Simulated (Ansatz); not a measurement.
System: SiO₂, space group P4_2/mnm (No. 136).

The given structure:
```xyz
6
Lattice="4.1854 0.0000 0.0000 0.0000 4.1854 0.0000 0.0000 0.0000 2.6687" Properties=species:S:1:pos:R:3 pbc="T T T"
Si    2.0927    2.0927    1.3344
Si    0.0000    0.0000    0.0000
O     2.9042    2.9042    0.0000
O     0.8115    3.3739    1.3344
O     1.2812    1.2812    0.0000
O     3.3739    0.8115    1.3344
```

Method: biaxial strain in the xy plane and strain along z of a crystal, fractional coordinates fixed, by plane-wave density functional theory with PAW datasets, free energies less that of the undisturbed cell (Ansatz 0.2.0). Level: r2SCAN, no spin polarisation.

```
       setting                   value
   wave cutoff                  500 eV
        k mesh                   6×6×8
   occupations                Gaussian
smearing width                 0.05 eV
       k shift  (0, 0, 0) (mesh steps)
         start                 relaxed
```

What does the calculation give for the map of the energy change over strain zz and strain xx = yy? The grid: strain zz −0.08, −0.04, 0, 0.04, 0.08 ; strain xx = yy −0.08, −0.04, 0, 0.04, 0.08.

At the origin the energy is lower than all eight neighbouring grid points, so a minimum lies at or close to the given structure. The energy change is least, 0 meV/atom, at strain zz of 0 and strain xx = yy of 0, and largest, 609 meV/atom, at strain zz of −0.08 and strain xx = yy of −0.08. Near the origin the softest direction lies along strain zz, turned by about 24° so that strain xx = yy takes the opposite sign; the curvature across the valley is 2.8 times that along it.

Energy change (meV/atom); rows strain xx = yy, columns strain zz:
|  | −0.08 | −0.04 | 0 | 0.04 | 0.08 |
| --- | --- | --- | --- | --- | --- |
| −0.08 | 609 | 403 | 286 | 238 | 244 |
| −0.04 | 287 | 134 | 64 | 59 | 101 |
| 0 | 145 | 33 | 0 | 27 | 99 |
| 0.04 | 137 | 57 | 53 | 105 | 199 |
| 0.08 | 231 | 175 | 190 | 260 | 370 |

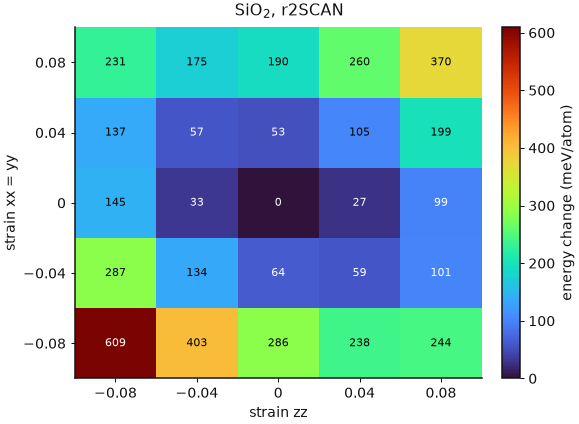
